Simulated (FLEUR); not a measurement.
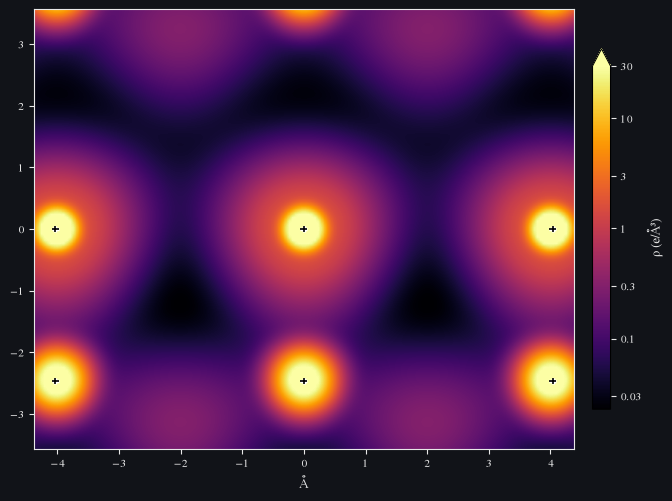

The total electron density on a plane through atoms (crosses mark nuclei in the plane).

The calculation used Kohn-Sham DFT of a periodic cell, PBE, all-electron in FLEUR.

Candidates:
A. Ge, a = 5.15 Å, b = 5.15 Å, c = 2.79 Å, α = 90.00°, β = 90.00°, γ = 90.00°. Space group I4₁/amd; a structure from a database of computed crystals, not necessarily the ambient phase.
B. ZnO, a = 3.25 Å, b = 3.25 Å, c = 5.21 Å, α = 90.00°, β = 90.00°, γ = 120.00°. Space group P6₃mc.
C. MgS, a = 4.03 Å, b = 4.03 Å, c = 6.43 Å, α = 90.00°, β = 90.00°, γ = 120.00°. Space group P6₃mc; a structure from a database of computed crystals, not necessarily the ambient phase.

### Which candidate gave the map?

Candidate C: MgS on the (100) plane of the conventional cell, which holds S and Mg. Mg–S (2.47 Å): ρ is about 0.36 e/Å³ halfway.
